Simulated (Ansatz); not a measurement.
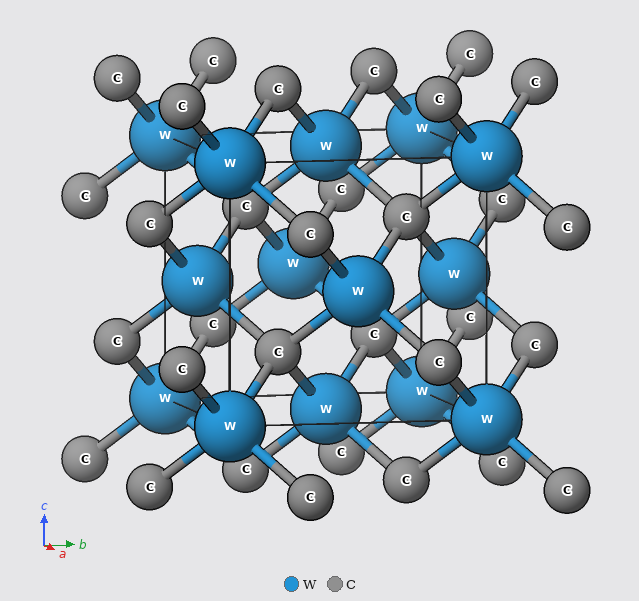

The image is a ball-and-stick drawing of a crystal, viewed slightly off an axis. One conventional unit cell is framed, with atoms on its boundary repeated. A few atoms beyond the faces are included. Cell: a = 4.70 Å, b = 4.70 Å, c = 4.70 Å, α = 90.00°, β = 90.00°, γ = 90.00°.

Provenance: a structure type filled with these elements by a generator (whether the compound takes this form wasn't checked). Earlier steps of the study may have refined or changed the cell and positions. It was the input of a calculation with Ansatz.

> Describe the crystal.

The stoichiometry is WC. The lattice is face-centred cubic and the space group F-43m (No. 216). In terms of structure types, this is zinc blende (sphalerite type). Cell content 4 W, 4 C; Z = 4. W is coordinated by four C in a tetrahedral arrangement at about 2.0 Å. Each C has four W in a tetrahedral arrangement at about 2.0 Å. Not all metal-metal contacts are counted. The bonds build a three-dimensional framework.

Level of theory and settings: DFT PBE, scalar-relativistic, plane waves, PAW in Ansatz, plane waves up to 420 eV, k-points about 0.12 Å⁻¹ apart, Gaussian smearing of 0.1 eV, no spin polarisation.

> What is the band gap, if any?

A metal: bands cross the Fermi level.

> What are the atomic charges by Bader's partition?

W +1.53 e; C -1.53 e.

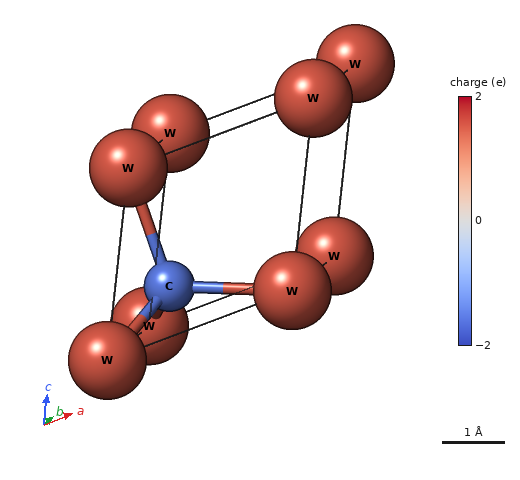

The atoms coloured by those charges. The run's cell of 2 atoms is drawn, so axes and origin can differ from the first picture.

> Are forces and stress small enough to call this relaxed?

Yes. All forces vanish to within 0.01 eV/Å. The pressure is 0.0 GPa, close to zero.
